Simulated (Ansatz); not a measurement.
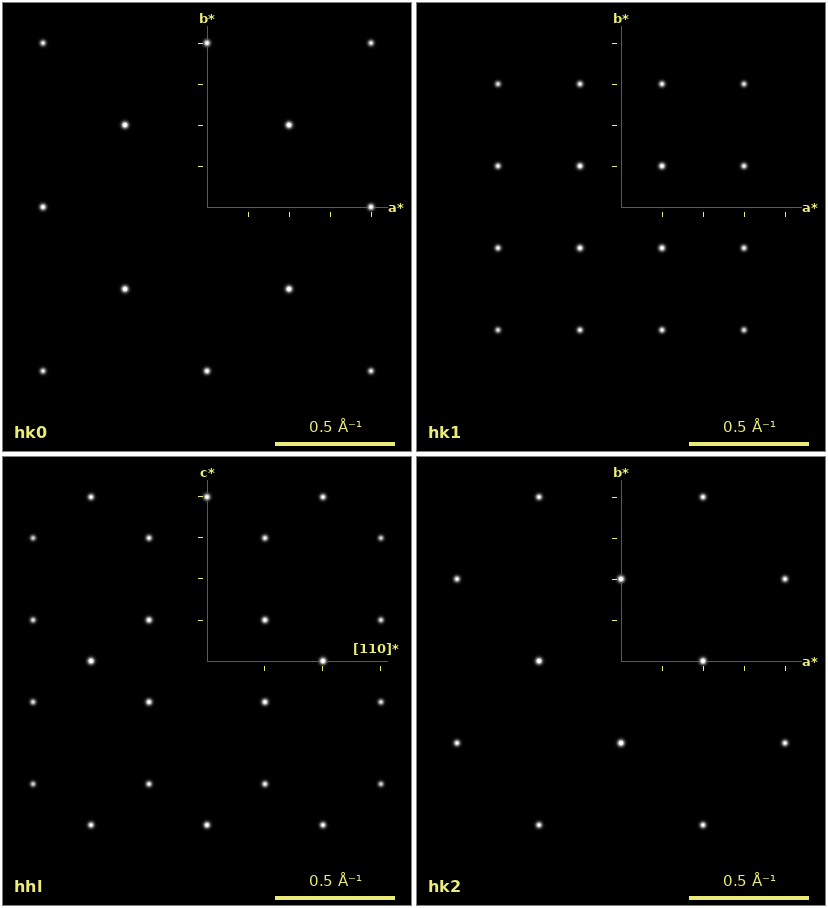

Simulated precession-type sections (X-rays; kinematic intensities, B = 0.5 Å²). The ticks mark integer indices of the conventional cell.

The compound is Ge. Structure: the input geometry of an electronic-structure calculation (not necessarily at equilibrium).

### Read the reciprocal cell and give the direct cell.

a* = 0.174, b* = 0.174, c* = 0.174 Å⁻¹; the cell is cubic with a = 5.76 Å.

### Which reflection conditions do the layers show?

Reflections are present only under these conditions. hkl: h + k = 2n, h + l = 2n; hk0: h = 2n, h + k = 4n; hhl: h + l = 2n; h00: h = 4n. The lattice is face-centred (F). Further gaps, such as 2 2 2, 4 4 2, come from atoms on special positions, not from the group's general conditions.

### Which space groups fit?

The intensities have Laue symmetry m-3m (the hk0 layer shows 4mm, hk1 shows 4mm). With these conditions only Fd-3m (No. 227) fits.
